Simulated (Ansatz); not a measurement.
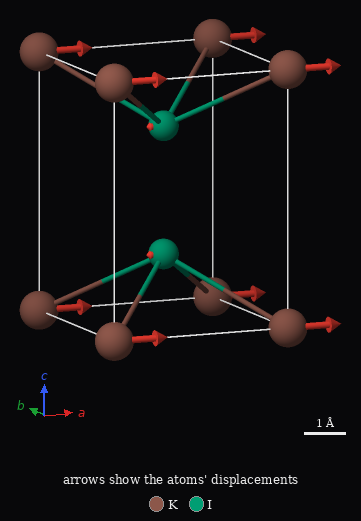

One vibrational mode of solid KI₂ (a generated structure) at the zone centre. The red arrows give the relative displacements of the atoms. The picture is a ball-and-stick view of the cell of the calculation, seen from a free direction.

Theory: DFT PBE, scalar-relativistic, plane waves, PAW (Ansatz 0.2.0). (plane-wave cutoff 420 eV; k-point mesh 10 × 10 × 8; occupations fermi dirac; smearing width 0.15 eV; no spin polarisation)

The frequencies depend somewhat on the k-mesh and the smearing.

Give the symmetry, activity and frequency of this mode.

This is the E_u mode (doubly degenerate; one member of the set is drawn) at 79 cm⁻¹, optical level 3 of 4, counted from below, infrared-active by symmetry. The K sublattice moves against the I sublattice, along a; the kinetic energy is shared as K 87 %, I 13 %. The crystal is a metal, so free carriers screen the infrared response.

Limits of the set-up: an odd number of electrons was run without spin polarisation, which fails if the electron would localise.
